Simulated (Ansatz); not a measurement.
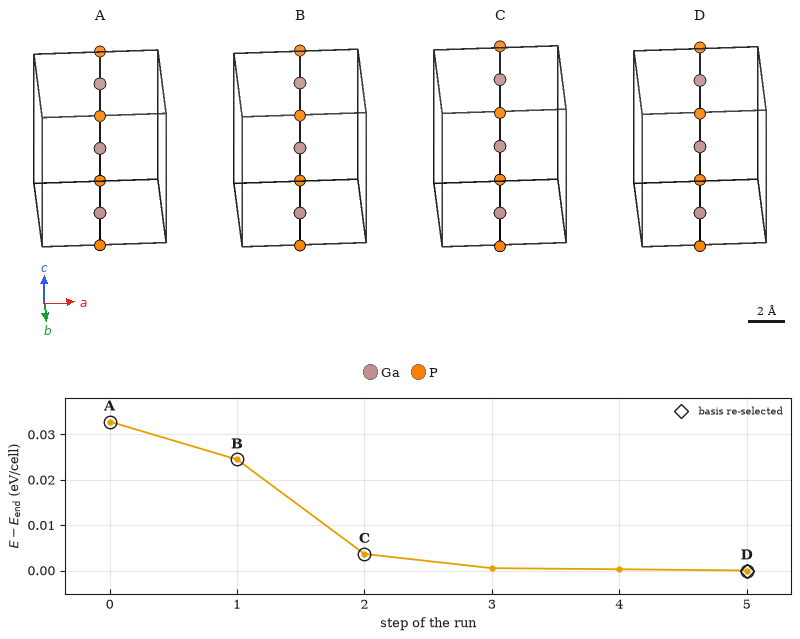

Frames of a relaxation of a wire of composition GaP, marked on the history of the run. Style: ball-and-stick. Shown: the 2 repeat of the cell, with the vacuum cut short, from a free direction.

Case: linear chain of atoms.

All numbers below come from DFT PBEsol, scalar-relativistic, plane waves, PAW in Ansatz.

Input file:
```yaml
crystal:
  lattice:
    - [9.0, 0.0, 0.0]
    - [0.0, 9.3, 0.0]
    - [0.0, 0.0, 4.2388524166]
  atoms:
    - { symbol: Ga, position: [0.5, 0.5, 0.0], spin: 0.5 }
    - { symbol: P, position: [0.5, 0.5, 0.5], spin: 0.5 }
basis:
  ecutwfc: 420
kpoints:
  mp_grid: { grid: [1, 1, 15] }
hamiltonian:
  xc: pbesol
scf:
  occupations: { method: gaussian, width: 0.05 }
output:
  forces: true
  stress: true
  eigenvalues: true
  populations: true
  write_density: true
  write_potential: true
  elf: true
  volumetric_format: npy
magnetization:
  spin_polarized: true
relax:
  adjacent_minimum: "off"
  f_tol: 0.01
  max_steps: 45
  cell: { fix: [a, b, alpha, beta, gamma], stress_tol: 0.03 }
```

Run as
```bash
ansatz run input.yaml --threads 2 --pin off --max-ram 5120MiB --backend cpu --events-out ev --progress --plain --runs-dir out
```

Describe the path.

The atoms keep their places relative to the layer's centre (all moves are under 0.005 Å). Along the periodic axis the drawn cell goes c 8.478 → 8.695 Å (+2.6 %). Near-neighbour distances that change, for instance: Ga1–P2 2.119 → 2.174 Å. Over 4 accepted moves (5 points after the start) the energy falls by 32.9 meV per cell of the calculation. All forces vanish by symmetry, so only the cell relaxes. The SCF was repeated once at an unchanged geometry on a basis and grid sized afresh for the cell, which shifted the energy by 0.3 meV per cell of the calculation at most. The run took 8.3 s on 2 threads of AMD EPYC 9R45 96-Core Processor (Zen 5) (shared host), peak memory 0.63 GiB. From step 0 to 1: energy −8.4 meV per cell of the calculation. From step 1 to 2: energy −20.8 meV per cell of the calculation. From step 2 to 5: energy −3.7 meV per cell of the calculation.

Limits of the set-up: the k-point mesh is coarse for a cell with partly filled bands.
